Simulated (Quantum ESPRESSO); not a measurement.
## BP (F-43m): from Born charge to LO-TO splitting

Aim: work out the LO frequency and the static dielectric constant of BP (F-43m) from one linear-response run, then check them.

Program: Quantum ESPRESSO 7.5. Level of theory: DFT LDA, scalar-relativistic, plane waves, JTH PAW pseudopotentials. Results are calculated unless marked as measured.

## Step 1: The relaxed structure

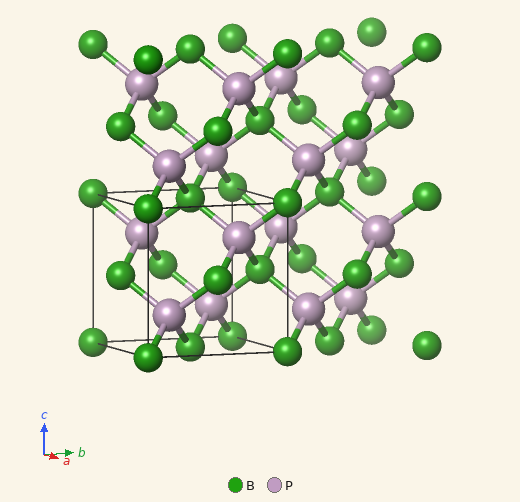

The cell as given, slightly off an axis (boron green, phosphorus pink). 1×2×2 cells are drawn. This picture shows the conventional cell, with its axes. Bonds to atoms that aren't drawn are left out. Some periodic images of atoms are drawn too.

As a file:

```xyz
2
Lattice="-2.2448 0.0000 2.2448 0.0000 2.2448 2.2448 -2.2448 2.2448 0.0000" Properties=species:S:1:pos:R:3 pbc="T T T"
B     0.0000    0.0000    0.0000
P    -1.1224    1.1224    1.1224
```

This is the cell after its relaxation at this level of theory, not the database cell from which that began.

## Step 2: What the response run gave

A linear-response run on the relaxed cell, with the response to an electric field; only its zone-centre results are used. Cutoff 50 Ry, k mesh 12×12×12.

Log:

```text
[banners, grids, parts of the stress and lines that vanish by symmetry left out]
Program PHONON v.7.5
     Reading xml data from directory:

[...]
Exchange-correlation= PW
                           (   1   4   0   0   0   0   0)
[...]
kinetic-energy cut-off    =      50.0000  Ry
     charge density cut-off    =     400.0000  Ry
     convergence threshold     =      1.0E-18
[...]
Exchange-correlation= PW
                           (   1   4   0   0   0   0   0)
[...]
q = (   0.0000000   0.0000000   0.0000000 )
     25 Sym.Ops. (with q -> -q+G )
     G cutoff =  729.3136  (  20539 G-vectors)     FFT grid: ( 40, 40, 40)
     G cutoff =  364.6568  (   7391 G-vectors)  smooth grid: ( 27, 27, 27)
     number of k points=    72
[...]
Mode symmetry, T_d (-43m)  point group:
[...]
Dielectric constant
[...]
End of electric fields calculation
          Dielectric constant in cartesian axis
          (       9.214444718       0.000000000       0.000000000 )
          (      -0.000000000       9.214444718      -0.000000000 )
          (       0.000000000      -0.000000000       9.214444718 )
          Effective charges (d Force / dE) in cartesian axis without acoustic sum rule applied (asr)
           atom    1  B     Mean Z*:       -0.63325
      Ex  (       -0.63325        0.00000        0.00000 )
      Ey  (        0.00000       -0.63325        0.00000 )
      Ez  (        0.00000        0.00000       -0.63325 )
           atom    2  P     Mean Z*:        0.62948
      Ex  (        0.62948       -0.00000        0.00000 )
      Ey  (        0.00000        0.62948        0.00000 )
      Ez  (       -0.00000       -0.00000        0.62948 )
          Effective charges Sum: Mean:       -0.00377
[...]
Effective charges (d Force / dE) in cartesian axis with asr applied:
           atom    1  B     Mean Z*:       -0.63136
[...]
atom    2  P     Mean Z*:        0.63136
[...]
Representation #   1 modes #   1   2   3
[...]
End of self-consistent calculation
     Convergence has been achieved
     Representation #   2 modes #   4   5   6
[...]
End of self-consistent calculation
     Convergence has been achieved
[...]
Dielectric constant in cartesian axis
          (       9.214444718       0.000000000       0.000000000 )
          (      -0.000000000       9.214444718      -0.000000000 )
          (       0.000000000      -0.000000000       9.214444718 )
          Effective charges (d Force / dE) in cartesian axis without acoustic sum rule applied (asr)
           atom    1  B     Mean Z*:       -0.63325
      Ex  (       -0.63325        0.00000        0.00000 )
      Ey  (        0.00000       -0.63325        0.00000 )
      Ez  (        0.00000        0.00000       -0.63325 )
           atom    2  P     Mean Z*:        0.62948
      Ex  (        0.62948       -0.00000        0.00000 )
      Ey  (        0.00000        0.62948        0.00000 )
      Ez  (       -0.00000       -0.00000        0.62948 )
          Effective charges Sum: Mean:       -0.00377
[...]
Effective charges (d Force / dE) in cartesian axis with asr applied:
           atom    1  B     Mean Z*:       -0.63136
[...]
atom    2  P     Mean Z*:        0.63136
[...]
q = (    0.000000000   0.000000000   0.000000000 )
[...]
freq (    1) =      -0.009857 [THz] =      -0.328808 [cm-1]
     freq (    2) =      -0.009857 [THz] =      -0.328808 [cm-1]
     freq (    3) =      -0.009857 [THz] =      -0.328808 [cm-1]
     freq (    4) =      24.623975 [THz] =     821.367385 [cm-1]
     freq (    5) =      24.623975 [THz] =     821.367385 [cm-1]
     freq (    6) =      24.623975 [THz] =     821.367385 [cm-1]
[...]
Mode symmetry, T_d (-43m)  point group:
     freq (   1-   3) =         -0.3  [cm-1]   --> T_2  G_15 P_4   I+R
     freq (   4-   6) =        821.4  [cm-1]   --> T_2  G_15 P_4   I+R

   JOB DONE.
```

```csv
quantity,value
cell volume Ω (Å³),22.624
mass of B (u),10.810
mass of P (u),30.974
"Born charge of B, raw (e)",-0.633
"Born charge of P, raw (e)",0.629
ε∞,9.214
ω(TO) after the sum rule (cm⁻¹),821.4
```

## Step 3: The calculation

The charges must sum to zero over the cell; taking off their mean, -0.002 e, leaves Z* = -0.631 e on B. In the polar mode B moves against P, so the reduced mass is μ = 10.81 × 30.97 / 41.78 = 8.013 u.

A longitudinal wave builds up a field that adds to the restoring force: ω(LO)² = ω(TO)² + 4π Z*² / (μ Ω ε∞), in Hartree atomic units. With μ = 14607 electron masses and Ω = 152.67 bohr³ the second term is 2.4375e-07 Ha², or 11741 cm⁻² (1 Ha = 219474.6 cm⁻¹).

So ω(LO) = √(674649 + 11741) = 828.5 cm⁻¹, and by the Lyddane-Sachs-Teller relation ε₀ = ε∞ (ω(LO)/ω(TO))² = 9.37.

## Step 4: Check against the program

The analysis program adds the same non-analytic term to the full matrix, here for q along (1 0 0).

Log:

```text
[banner, memory and clock lines left out]
Program DYNMAT v.7.5

     Reading Dynamical Matrix from file g.dyn
     ...Force constants read
     ...epsilon and Z* read

     Polarizability (A^3 units)
     multiply by 0.267512 for Clausius-Mossotti correction
        14.788797   -0.000000    0.000000
         0.000000   14.788797   -0.000000
         0.000000   -0.000000   14.788797

     IR activities are in (D/A)^2/amu units

# mode   [cm-1]    [THz]      IR
    1      0.00    0.0000    0.0000
    2      0.00    0.0000    0.0000
    3      0.00    0.0000    0.0000
    4    821.37   24.6240    1.1477
    5    821.37   24.6240    1.1477
    6    828.48   24.8373    1.1477
```

ε₀ comes from the program's run without a direction of q.

```csv
quantity,by hand,program
ω(LO) (cm⁻¹),828.5,828.5
ε₀,9.37,9.37
```

## Step 5: What came out

- TO mode: 821.4 cm⁻¹
- LO mode: 828.5 cm⁻¹
- static dielectric constant: 9.375

The LO mode of BP (F-43m) lies at 828 cm⁻¹, 7 cm⁻¹ above the TO mode; the formula meets the program within 0.1 cm⁻¹, as it must for a cubic crystal with one polar mode. ω(LO)² − ω(TO)² goes with Z*²/ε∞: an error of 5 % in ε∞ would move the LO mode by 0.3 cm⁻¹, and semilocal functionals tend to overestimate ε∞. These are harmonic values at zero temperature, at the volume of this functional, for the structure held cubic; stability elsewhere in the zone is no part of this calculation.

[Host names and launcher messages were left out of these logs when they were recorded.]

[Logs are printed without paths, hosts, clocks, repeated set-up lines and the standing remarks that a program may print on its own settings, such as how far it seeks lower states.]

[Hosts, paths, dates, database ids (printed as entryN), source tags and the programs' standing remarks are cut or masked in the printed files.]
